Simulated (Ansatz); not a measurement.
# Run report: TiSi, geometry relaxation (part 3 of 3)

Continued. System: TiSi (Pmm2, 8 atoms in the cell). Method: DFT PBEsol, scalar-relativistic, plane waves, PAW, no spin polarisation (Ansatz 0.2.0); cutoff 420 eV, 6×4×4 k-mesh, Gaussian smearing of 0.1 eV. The structure derives from an entry of the Crystallography Open Database.

Geometry of the input (Å; fractional positions):
```
3.6180  0.0000  0.0000
0.0000  6.4920  0.0000
0.0000  0.0000  4.9730
Ti 0.0000  0.5000  0.0000
Ti 0.5000  0.5000  0.5000
Ti 0.5000  0.0000  0.5000
Ti 0.0000  0.0000  0.0000
Si 0.0000  0.7660  0.6250
Si 0.0000  0.2340  0.6250
Si 0.5000  0.2880  0.0780
Si 0.5000  0.7120  0.0780
```

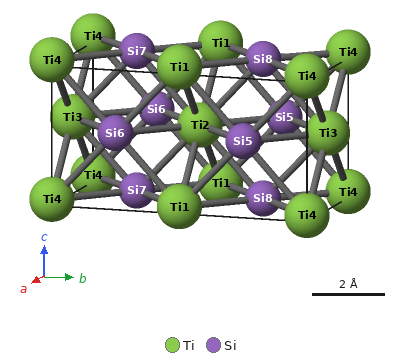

The geometry at step 6 of the log (ball-and-stick view of the cell of the calculation, seen slightly off an axis; atoms are numbered from 1 in the order of the input).

Output, continued:
```
Entropy (-TS):   -0.022611 eV (-2.826 meV/atom)
Fermi energy:    13.978570 eV
--- Per-component energies (eV) ---
  E_band       = -475.073841
  E_kinetic    = 1273.465951
  E_local      = -3770.692111  (includes V_loc(G=0)·N_el)
  E_nonlocal   = 141.134604
  E_hartree    = 1632.673592
  E_xc         = -616.739955
  E_vxc        = -688.242970  (∫ρ·V_xc dr)
  E_paw        = -6088.132448  (= ΣΔE_a)
  E_vpaw       = -696.086988  (= ΣTr[D̂ρ^β])
  E_aug_tail   = 0.000482  (compensation charges beyond the density's cutoff)
  E_ewald      = -4958.904847
  E_core_change = 0.683780  (= ΣΔE_core)
  E_smearing   = -0.022611  (= −TS)
  E_closure    = -0.000000  (closes the sum)
  Σ components = -12386.533563   (vs F -12386.533563, Δ=0.00e0)
--- Forces (eV/Å), atoms counted from 1 ---
  atom   1  Ti    -0.00000000    -0.00000000    -0.00144050
  atom   2  Ti     0.00000000     0.00000000     0.00226670
  atom   3  Ti    -0.00000000    -0.00000000    -0.00029085
  atom   4  Ti    -0.00000000    -0.00000000    -0.00031808
  atom   5  Si     0.00000000    -0.00026044     0.00039464
  atom   6  Si    -0.00000000     0.00026044     0.00039464
  atom   7  Si    -0.00000000     0.00084963    -0.00050331
  atom   8  Si     0.00000000    -0.00084963    -0.00050331
  max |Σ_I F_I| component: 5.60e-8 eV/Å
--- Stress (GPa, compression-positive) ---
       -0.024179      -0.000000      -0.000000
       -0.000000       0.166143       0.000000
       -0.000000       0.000000       0.000964
  P = ⅓ Tr σ = 0.0476 GPa (0.476 kbar)
--- Band table (eV; the first three rows and the last of 36) ---
  k-point 0: bands = ["-42.4467", "-42.4446", "-42.2728", "-42.2714", "-19.0365", "-19.0340", "-19.0289", "-18.9894", "-18.9875", "-18.9850", "-18.8484", "-18.8202", "-18.4874", "-18.4855", "-18.3989", "-18.3972", "1.8843", "3.2542", "7.2530", "8.1668", "9.1095", "9.9180", "10.0533", "10.4207", "11.1966", "11.3412", "11.8104", "12.0614", "12.5918", "12.6087", "12.9006", "13.0066", "13.3737", "14.4028", "14.8010", "15.4733", "15.8068", "16.1390", "16.1880", "16.2464"]
  k-point 1: bands = ["-42.4213", "-42.4193", "-42.2983", "-42.2968", "-19.0080", "-18.9626", "-18.9509", "-18.9456", "-18.9180", "-18.9139", "-18.8750", "-18.8443", "-18.5631", "-18.5608", "-18.5026", "-18.4995", "2.4655", "3.6782", "6.5110", "7.0333", "7.8887", "10.0654", "10.5094", "10.7300", "11.7884", "11.8819", "12.1377", "12.4429", "12.7953", "13.3501", "13.6713", "13.6784", "13.7783", "14.1683", "14.6694", "15.2591", "15.3245", "15.3879", "15.5607", "16.0455"]
  k-point 2: bands = ["-42.3598", "-42.3598", "-42.3581", "-42.3581", "-18.9405", "-18.9405", "-18.9031", "-18.9031", "-18.7428", "-18.7427", "-18.7396", "-18.7395", "-18.7370", "-18.7369", "-18.7321", "-18.7320", "4.1147", "4.1153", "4.9499", "4.9505", "9.3646", "9.3648", "11.8192", "11.8198", "11.8727", "11.8731", "11.9209", "11.9211", "12.7886", "12.7892", "14.4770", "14.4774", "14.6136", "14.6139", "14.8331", "14.8334", "14.8983", "14.8987", "15.0871", "15.0874"]
  k-point 35: bands = ["-42.3564", "-42.3563", "-42.3563", "-42.3562", "-19.1165", "-19.1165", "-19.1165", "-19.1165", "-18.9159", "-18.9159", "-18.9158", "-18.9158", "-18.3854", "-18.3854", "-18.3854", "-18.3854", "5.9714", "5.9714", "5.9714", "5.9714", "7.9405", "7.9405", "7.9406", "7.9406", "11.0591", "11.0591", "11.0592", "11.0592", "12.9522", "12.9522", "12.9522", "12.9523", "15.5319", "15.5319", "15.5320", "15.5320", "16.2336", "16.2337", "16.2337", "16.2337"]
--- Relaxed structure (9 steps of the walk, 9 accepted, 2 SCFs on fresh bases) ---
  F+E_penalty+E_count = -12386.53356255 eV   max|allowed force component| = 2.267e-3 eV/Å   (the final SCF, on the basis selected at the relaxed cell)
  cell:  # Å, volume = 112.6648 Å³
    - [3.6827925742321055, -3.364183951322044e-17, 3.4236613998062725e-17]
    - [-6.036562247645856e-17, 7.579450379563868, -4.0580021270997274e-32]
    - [4.705878424885737e-17, -3.108509639258617e-32, 4.036205857291997]
  atoms:
    - { symbol: Ti, position: [-3.871404404745222e-18, 0.5, 0.0507385917252547] }
    - { symbol: Ti, position: [0.49999999999999994, 0.5, 0.5506906728148631] }
    - { symbol: Ti, position: [0.49999999999999994, 1.4572821431475175e-33, 0.550783639622397] }
    - { symbol: Ti, position: [-3.8740429241676495e-18, 1.0569964353615126e-33, 0.050773172137357776] }
    - { symbol: Si, position: [7.259418011037397e-18, 0.7500034882112521, 0.550740769205456] }
    - { symbol: Si, position: [4.0726865435277296e-18, 0.2499965117887479, 0.550740769205456] }
    - { symbol: Si, position: [0.49999999999999994, 0.2499904272974807, 0.05076619264460775] }
    - { symbol: Si, position: [0.49999999999999994, 0.7500095727025193, 0.05076619264460778] }
```

Trajectory as extended XYZ (Å, eV, eV/Å), 11 frames, from step=1 to step=11:
```
8
Lattice="3.6180 0.0000 0.0000 0.0000 6.4920 0.0000 0.0000 0.0000 4.9730" Properties=species:S:1:pos:R:3:forces:R:3 step=1 energy=-12383.18222 pressure_GPa=13.00
Ti    0.0000    3.2460    0.0000    0.0000   0.0000  -0.4827
Ti    1.8090    3.2460    2.4865    0.0000   0.0000   1.8543
Ti    1.8090    0.0000    2.4865    0.0000   0.0000  -0.6657
Ti    0.0000    0.0000    0.0000    0.0000   0.0000   2.5549
Si    0.0000    4.9729    3.1081    0.0000  -1.3434  -1.2478
Si    0.0000    1.5191    3.1081    0.0000   1.3434  -1.2478
Si    1.8090    1.8697    0.3879    0.0000  -3.3126  -0.3826
Si    1.8090    4.6223    0.3879    0.0000   3.3126  -0.3826
8
Lattice="3.6575 0.0000 0.0000 0.0000 6.8085 0.0000 0.0000 0.0000 4.7428" Properties=species:S:1:pos:R:3:forces:R:3 step=2 energy=-12384.98431 pressure_GPa=4.14
Ti    0.0000    3.4043    0.0034    0.0000   0.0000   0.3909
Ti    1.8287    3.4043    2.4766    0.0000   0.0000   0.6080
Ti    1.8287    0.0000    2.3314    0.0000   0.0000   0.3015
Ti    0.0000    0.0000    0.1093    0.0000   0.0000   0.8922
Si    0.0000    5.1940    2.8983    0.0000  -0.7254  -0.7993
Si    0.0000    1.6145    2.8983    0.0000   0.7254  -0.7993
Si    1.8287    1.8591    0.3470    0.0000  -1.7866  -0.2970
Si    1.8287    4.9494    0.3470    0.0000   1.7866  -0.2970
8
Lattice="3.6095 0.0000 0.0000 0.0000 7.1248 0.0000 0.0000 0.0000 4.5328" Properties=species:S:1:pos:R:3:forces:R:3 step=3 energy=-12385.94836 pressure_GPa=1.45
Ti    0.0000    3.5624    0.0802    0.0000   0.0000   0.5560
Ti    1.8047    3.5624    2.3794    0.0000   0.0000   0.1104
Ti    1.8047    0.0000    2.2925    0.0000   0.0000   0.5612
Ti    0.0000    0.0000    0.1224    0.0000   0.0000   0.2155
Si    0.0000    5.3669    2.7103    0.0000  -0.1267  -0.5311
Si    0.0000    1.7579    2.7103    0.0000   0.1267  -0.5311
Si    1.8047    1.8060    0.3054    0.0000  -0.2106  -0.1904
Si    1.8047    5.3188    0.3054    0.0000   0.2106  -0.1904
8
Lattice="3.5599 0.0000 0.0000 0.0000 7.4220 0.0000 0.0000 0.0000 4.2954" Properties=species:S:1:pos:R:3:forces:R:3 step=4 energy=-12386.31401 pressure_GPa=1.60
Ti    0.0000    3.7110    0.1570    0.0000   0.0000   0.0549
Ti    1.7800    3.7110    2.2675    0.0000   0.0000   0.2356
Ti    1.7800    0.0000    2.2648    0.0000   0.0000   0.1468
Ti    0.0000    0.0000    0.1179    0.0000   0.0000   0.2093
Si    0.0000    5.5512    2.4944    0.0000   0.1643  -0.2902
Si    0.0000    1.8708    2.4944    0.0000  -0.1643  -0.2902
Si    1.7800    1.8354    0.2694    0.0000   0.2569  -0.0330
Si    1.7800    5.5866    0.2694    0.0000  -0.2569  -0.0330
8
Lattice="3.7105 0.0000 0.0000 0.0000 7.3737 0.0000 0.0000 0.0000 4.0468" Properties=species:S:1:pos:R:3:forces:R:3 step=5 energy=-12386.44789 pressure_GPa=2.99
Ti    0.0000    3.6868    0.2029    0.0000   0.0000  -0.0347
Ti    1.8552    3.6868    2.2102    0.0000   0.0000   0.1573
Ti    1.8552    0.0000    2.2087    0.0000   0.0000   0.0318
Ti    0.0000    0.0000    0.1789    0.0000   0.0000   0.1656
Si    0.0000    5.5262    2.2529    0.0000   0.0470  -0.1131
Si    0.0000    1.8475    2.2529    0.0000  -0.0470  -0.1131
Si    1.8552    1.8397    0.2150    0.0000   0.0494  -0.0469
Si    1.8552    5.5340    0.2150    0.0000  -0.0494  -0.0469
8
Lattice="3.6921 0.0000 0.0000 0.0000 7.5623 0.0000 0.0000 0.0000 4.0010" Properties=species:S:1:pos:R:3:forces:R:3 step=6 energy=-12386.49249 pressure_GPa=0.83
Ti    0.0000    3.7811    0.2067    0.0000   0.0000  -0.0302
Ti    1.8460    3.7811    2.2037    0.0000   0.0000   0.0281
Ti    1.8460    0.0000    2.2063    0.0000   0.0000  -0.1524
Ti    0.0000    0.0000    0.1837    0.0000   0.0000   0.2152
Si    0.0000    5.6780    2.2022    0.0000  -0.0916  -0.0046
Si    0.0000    1.8843    2.2022    0.0000   0.0916  -0.0046
Si    1.8460    1.9089    0.2107    0.0000  -0.2297  -0.0258
Si    1.8460    5.6534    0.2107    0.0000   0.2297  -0.0258
8
Lattice="3.6903 0.0000 0.0000 0.0000 7.5601 0.0000 0.0000 0.0000 4.0247" Properties=species:S:1:pos:R:3:forces:R:3 step=7 energy=-12386.49412 pressure_GPa=0.16
Ti    0.0000    3.7801    0.1764    0.0000   0.0000   0.0729
Ti    1.8452    3.7801    2.1888    0.0000   0.0000   0.0817
Ti    1.8452    0.0000    2.2582    0.0000   0.0000  -0.1950
Ti    0.0000    0.0000    0.2337    0.0000   0.0000  -0.0177
Si    0.0000    5.6735    2.2092    0.0000  -0.0514   0.0282
Si    0.0000    1.8866    2.2092    0.0000   0.0514   0.0282
Si    1.8452    1.9019    0.2039    0.0000  -0.1432   0.0008
Si    1.8452    5.6582    0.2039    0.0000   0.1432   0.0008
8
Lattice="3.6841 0.0000 0.0000 0.0000 7.5453 0.0000 0.0000 0.0000 4.0483" Properties=species:S:1:pos:R:3:forces:R:3 step=8 energy=-12386.50348 pressure_GPa=-0.09
Ti    0.0000    3.7726    0.2039    0.0000   0.0000   0.0049
Ti    1.8421    3.7726    2.2282    0.0000   0.0000   0.0026
Ti    1.8421    0.0000    2.2318    0.0000   0.0000  -0.0098
Ti    0.0000    0.0000    0.2071    0.0000   0.0000  -0.0014
Si    0.0000    5.6590    2.2292    0.0000  -0.0008   0.0012
Si    0.0000    1.8863    2.2292    0.0000   0.0008   0.0012
Si    1.8421    1.8864    0.2054    0.0000  -0.0011   0.0007
Si    1.8421    5.6589    0.2054    0.0000   0.0011   0.0007
8
Lattice="3.6841 0.0000 0.0000 0.0000 7.5453 0.0000 0.0000 0.0000 4.0483" Properties=species:S:1:pos:R:3:forces:R:3 step=9 energy=-12386.53152 pressure_GPa=0.33
Ti    0.0000    3.7726    0.2039    0.0000   0.0000   0.0048
Ti    1.8421    3.7726    2.2282    0.0000   0.0000   0.0026
Ti    1.8421    0.0000    2.2318    0.0000   0.0000  -0.0098
Ti    0.0000    0.0000    0.2071    0.0000   0.0000  -0.0013
Si    0.0000    5.6590    2.2292    0.0000  -0.0008   0.0012
Si    0.0000    1.8863    2.2292    0.0000   0.0008   0.0012
Si    1.8421    1.8864    0.2054    0.0000  -0.0011   0.0007
Si    1.8421    5.6589    0.2054    0.0000   0.0011   0.0007
8
Lattice="3.6828 0.0000 0.0000 0.0000 7.5794 0.0000 0.0000 0.0000 4.0362" Properties=species:S:1:pos:R:3:forces:R:3 step=10 energy=-12386.53353 pressure_GPa=0.05
Ti    0.0000    3.7897    0.2048    0.0000   0.0000  -0.0014
Ti    1.8414    3.7897    2.2227    0.0000   0.0000   0.0023
Ti    1.8414    0.0000    2.2231    0.0000   0.0000  -0.0003
Ti    0.0000    0.0000    0.2049    0.0000   0.0000  -0.0003
Si    0.0000    5.6846    2.2229    0.0000  -0.0003   0.0004
Si    0.0000    1.8948    2.2229    0.0000   0.0003   0.0004
Si    1.8414    1.8948    0.2049    0.0000   0.0008  -0.0005
Si    1.8414    5.6847    0.2049    0.0000  -0.0008  -0.0005
8
Lattice="3.6828 0.0000 0.0000 0.0000 7.5794 0.0000 0.0000 0.0000 4.0362" Properties=species:S:1:pos:R:3:forces:R:3 step=11 energy=-12386.53356 pressure_GPa=0.05
Ti    0.0000    3.7897    0.2048    0.0000   0.0000  -0.0014
Ti    1.8414    3.7897    2.2227    0.0000   0.0000   0.0023
Ti    1.8414    0.0000    2.2231    0.0000   0.0000  -0.0003
Ti    0.0000    0.0000    0.2049    0.0000   0.0000  -0.0003
Si    0.0000    5.6846    2.2229    0.0000  -0.0003   0.0004
Si    0.0000    1.8948    2.2229    0.0000   0.0003   0.0004
Si    1.8414    1.8948    0.2049    0.0000   0.0008  -0.0005
Si    1.8414    5.6847    0.2049    0.0000  -0.0008  -0.0005
```
